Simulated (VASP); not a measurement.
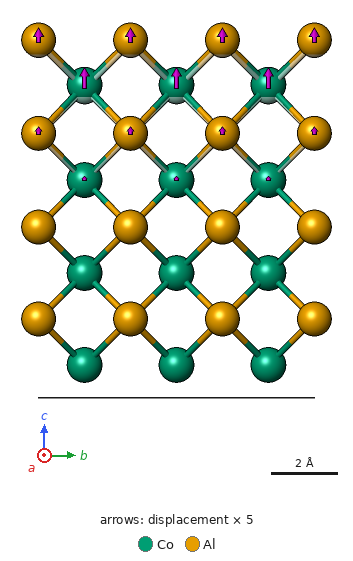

This is a relaxation of a slab of composition AlCo. The starting structure is drawn faded, the final one solid; purple arrows show the displacements, 5 times their true length.

Style: ball-and-stick. Shown: the 2 × 3 repeat of the cell, outlined in the plane, without the vacuum, along the a axis.

The run lets the atoms move in a fixed cell. 4 atoms are held fixed.

Level of theory: Kohn-Sham DFT of a periodic cell, RPBE with D3, VASP PAW PBE potentials, recommended (VASP 6.6.1).

Input
```
SYSTEM = AlCo
PREC = Accurate
ENCUT = 520
EDIFF = 1E-6
ISMEAR = -1
SIGMA = 0.05
LREAL = .FALSE.
LASPH = .TRUE.
NELM = 150
ALGO = Normal
ISIF = 2
LWAVE = .FALSE.
LCHARG = .FALSE.
ISPIN = 2
MAGMOM = 2 2 2 2 0 0 0 0
LORBIT = 11
LMAXMIX = 4
LDIPOL = .TRUE.
IDIPOL = 3
DIPOL = 0.5 0.5 0.500
GGA = RP
IVDW = 11
IBRION = 2
NSW = 40
EDIFFG = -0.01
```

Run as
```bash
cat potpaw_PBE.64/Co/POTCAR potpaw_PBE.64/Al/POTCAR > POTCAR
mpirun -np 1 vasp_std > vasp.out
```

Question: Which element moves most?

Answer: Cobalt: up to 0.14 Å, against 0.10 Å for aluminium.

Question: What happened in the run?

Answer: A Co atom moves most: 0.14 Å along the normal (+c). Largest moves by element: Co 0.14 Å, Al 0.10 Å. The cell stays as it was. Near-neighbour distances that change, for instance: Al–Co 2.442 → 2.490 Å, Al–Co 2.442 → 2.420 Å, Al–Co 2.442 → 2.460 Å. Over 12 geometry steps the energy falls by 28.0 meV per cell of the calculation. Largest force component: 0.66 eV/Å at the start, 0.65 eV/Å at the end.
